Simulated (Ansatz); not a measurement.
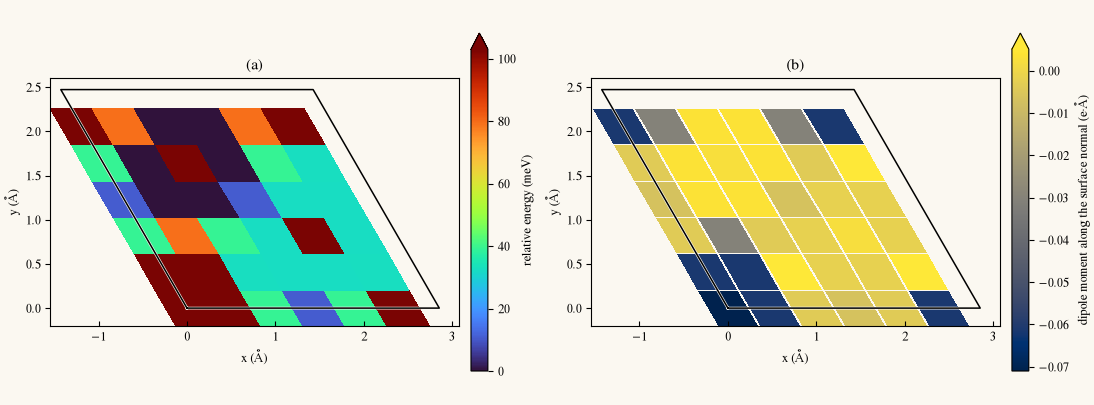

H on an Al(001) slab cut from the P6_3/mmc phase, its upper half relaxed before the scan (8 atoms of substrate and one adsorbate in a 1 × 1 cell). H is moved over the surface cell; relaxed at each place: the height of the adsorbate's atoms and the top layer of the substrate; the origin of the map has the adsorbate above Al8. Places are given modulo a cell vector. The map is drawn in real space over the plane of the surface. Grid: 6 × 6 points; 12 points were computed and 24 follow by symmetry. Energies are in meV, from the lowest grid point. At some places the adsorbate sinks to or below the level of the top layer. With one adsorbate in each 1 × 1 cell, its nearest image is 2.9 Å away, so neighbouring adsorbates interact. Computed with DFT PBE, scalar-relativistic, plane waves, PAW in Ansatz 0.2.0. Settings: cutoff 420 eV, k-mesh 9×9×1, gaussian smearing 0.1 eV, no spin polarisation.

Panel (a) is the energy; panel (b) is the computed dipole moment along the surface normal, in e·Å.

Drawn: one coloured cell a grid point, the outline of one cell of the plane, one colour for all values above the top of the scale.

How does the dipole moment along the surface normal vary over the map, and what is it at the lowest grid point?

It runs from −0.07 e·Å at the top site over a surface Al atom, (0/6, 0/6) of the cell vectors to 0.01 e·Å at (2/6, 1/6) of the cell vectors [nearest 3 Al at 1.94 Å]. At the lowest grid point, (1/6, 3/6) of the cell vectors [nearest 1 Al at 1.80 Å], it is 0.00 e·Å.
